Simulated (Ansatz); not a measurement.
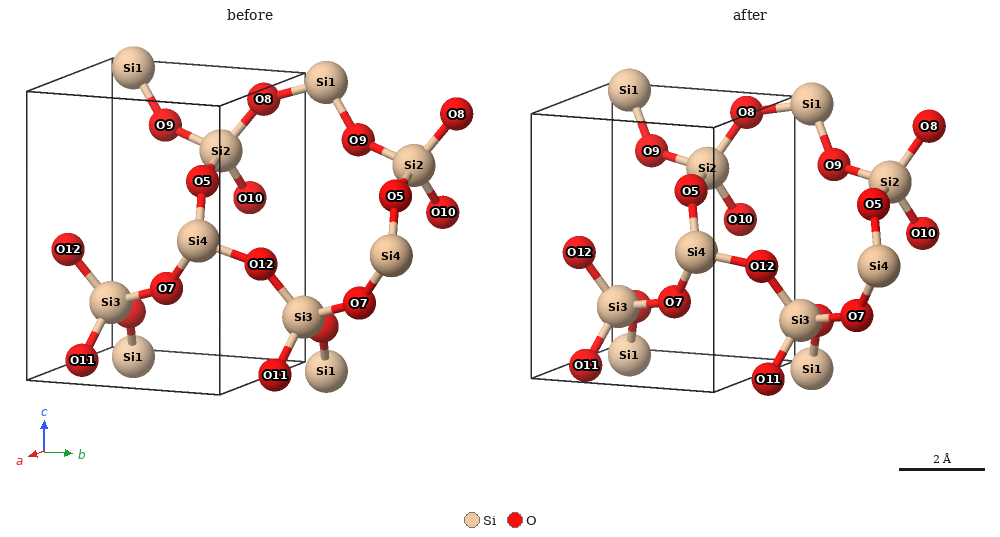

Left: a crystal of SiO2 (set up in P4_32_12). Right: the same structure after one change, at the same scale. A ball-and-stick model of the cell of the calculation, repeated 1 × 2 × 1 with one cell outlined, seen slightly off an axis.

All numbers below come from Ansatz 0.2.0, DFT r2SCAN, scalar-relativistic, plane waves, PAW. Set-up: plane-wave cutoff 500 eV; k-point mesh 6 × 6 × 4; occupations gaussian; smearing width 0.02 eV; no spin polarisation.

The crystal is put under a hydrostatic pressure of 5 GPa. Cell and atoms are relaxed at that pressure.

**What does the change do?**

Cell: a = b 4.982 → 4.711 Å (−5.4 %), c 6.921 → 6.343 Å (−8.4 %). Volume −18.0 %. The largest moves relative to the cell, 0.31 Å, are those of O atoms. By element the largest moves are O 0.31 Å, Si 0.19 Å. The space group stays P4_32_12 (No. 96). Energy change: +31.8 meV per atom. Pressure: 0.0 GPa before, 5.0 GPa after. The gap on the k-mesh goes from 6.35 to 6.73 eV.
